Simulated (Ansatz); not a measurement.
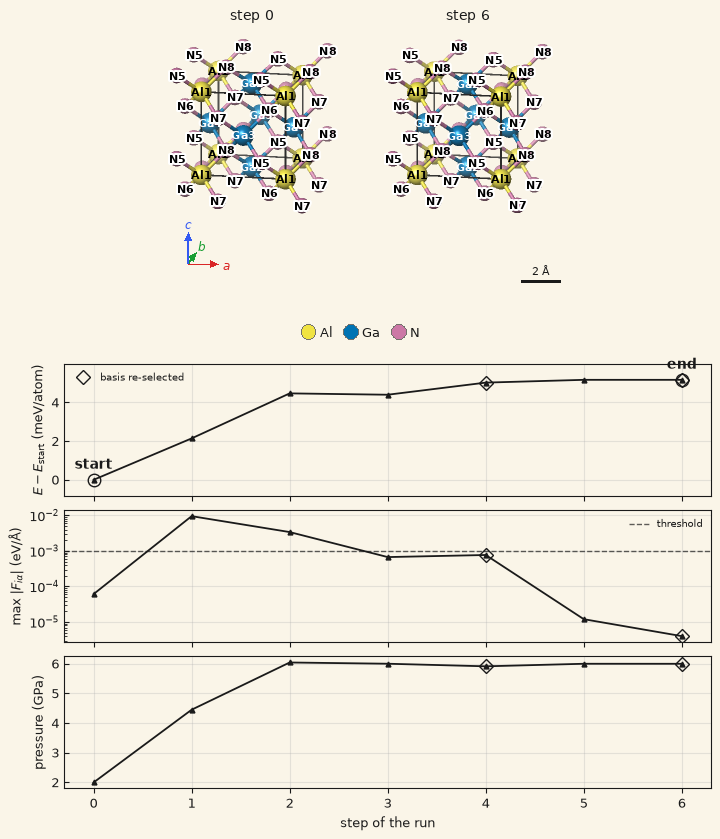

First and last geometry of a relaxation of solid AlGa3N4 (set up in P-43m), with the history of the run. The picture is a ball-and-stick view of the cell of the calculation, seen slightly off an axis.

Case: relaxed at 6 GPa.

Level of theory: DFT PBEsol, scalar-relativistic, plane waves, PAW in Ansatz.

Input
```yaml
crystal:
  lattice:
    - [4.452369079, 0.0, 0.0]
    - [0.0, 4.452369079, 0.0]
    - [0.0, 0.0, 4.452369079]
  atoms:
    - { symbol: Al, position: [0.0, 0.0, 0.0] }
    - { symbol: Ga, position: [0.5, 0.5, 0.0] }
    - { symbol: Ga, position: [0.5, 0.0, 0.5] }
    - { symbol: Ga, position: [0.0, 0.5, 0.5] }
    - { symbol: "N", position: [0.755041743, 0.755041743, 0.244958257] }
    - { symbol: "N", position: [0.755041743, 0.244958257, 0.755041743] }
    - { symbol: "N", position: [0.244958257, 0.755041743, 0.755041743] }
    - { symbol: "N", position: [0.244958257, 0.244958257, 0.244958257] }
basis:
  ecutwfc: 420
kpoints:
  mp_grid: { grid: [6, 6, 6] }
hamiltonian:
  xc: pbesol
scf:
  occupations: { method: fixed }
output:
  forces: true
  stress: true
  eigenvalues: true
relax:
  adjacent_minimum: "off"
  f_tol: 0.001
  max_steps: 60
  cell: { stress_tol: 0.02, p_target: 6.0 }
```

Launched with:
```bash
ansatz run input.yaml --threads 2 --pin off --max-ram 6144MiB --backend cpu --events-out ev --progress --plain --runs-dir out
```

Did the run converge, and what did it change?

It converged. After 4 accepted moves (6 points after the start) the energy has risen by 5.2 meV per atom. With the target pressure of 6 GPa, the enthalpy E + pV changes by −2.7 meV per atom. Pressure: 2.00 GPa at the start and 6.00 GPa at the end. The SCF was repeated twice at an unchanged geometry on a basis and grid sized afresh for the cell, which shifted the energy by 0.6 meV per atom at most. The atoms keep their places relative to the cell (all moves are under 0.005 Å). The drawn cell changes as follows: a = b = c 4.452 → 4.424 Å (−0.6 %); the volume changes by −1.9 %. Among the contacts that change: Ga2–N5 1.941 → 1.929 Å, Al1–N5 1.889 → 1.877 Å. The space group stays P-43m (No. 215).

```csv
step,"E − E(0), meV/atom","largest force component, eV/Å","pressure, GPa","volume, Å³/atom",note
0,0.00,0.0001,2.00,11.033,
1,2.14,0.0095,4.45,10.905,
2,4.47,0.0034,6.04,10.825,
3,4.40,0.0007,6.00,10.827,
4,5.03,0.0008,5.91,10.827,"same geometry, new basis"
5,5.17,0.0000,6.00,10.823,
6,5.17,0.0000,6.00,10.823,"same geometry, new basis"
```
